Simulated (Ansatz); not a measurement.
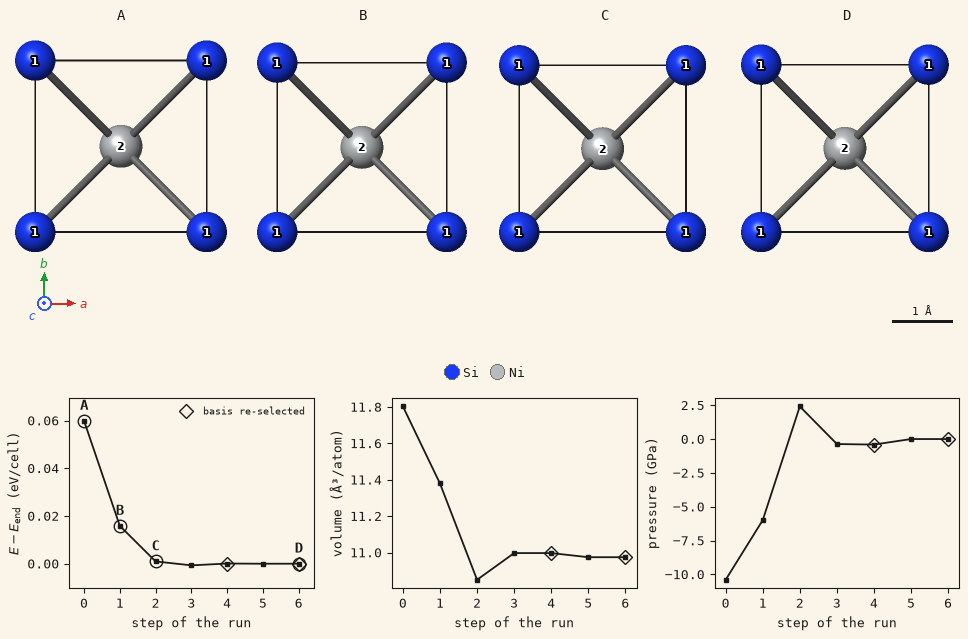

Frames of a relaxation of solid SiNi (built on the caesium chloride_221 type) (coarse preliminary run), marked on the history of the run. The picture is a ball-and-stick view of the cell of the calculation, seen along the c axis.

Case: caesium chloride type (Pm-3m, No. 221).

Theory: DFT r2SCAN, scalar-relativistic, plane waves, PAW in Ansatz 0.2.0. (plane-wave cutoff 500 eV; k-point mesh 6 × 6 × 6; occupations gaussian; smearing width 0.1 eV; collinear spin; cell and atoms relaxed; force threshold 0.04 eV/Å; at most 70 steps)

> Describe the path.

The energy falls by 59.9 meV per cell of the calculation in 4 accepted moves (6 points after the start). All forces vanish by symmetry, so only the cell relaxes. The pressure goes from −10.40 to 0.00 GPa. At 2 points the geometry stayed and the basis and grid were re-selected for the new cell (energy shift of 0.8 meV per cell of the calculation at most each time). No atom moves by more than 0.005 Å relative to the cell. The drawn cell changes as follows: a = b = c 2.869 → 2.800 Å (−2.4 %); the volume changes by −7.0 %. Some distances before and after: Si1–Ni2 2.484 → 2.425 Å. The space group stays Pm-3m (No. 221). The program noted that the starting moments weren't kept. From step 0 to 1: volume −3.6 %, energy −44.0 meV per cell of the calculation. From step 1 to 2: volume −4.6 %, energy −14.9 meV per cell of the calculation. From step 2 to 6: volume +1.1 %, energy −0.9 meV per cell of the calculation.

```
step  E − E(0), meV/atom  pressure, GPa  volume, Å³/atom                      note
   0                0.00         -10.40           11.803                          
   1              -22.02          -5.99           11.379                          
   2              -29.47           2.41           10.850                          
   3              -30.29          -0.37           10.997                          
   4              -29.91          -0.41           10.997  same geometry, new basis
   5              -29.95           0.00           10.975                          
   6              -29.94           0.00           10.975  same geometry, new basis
```
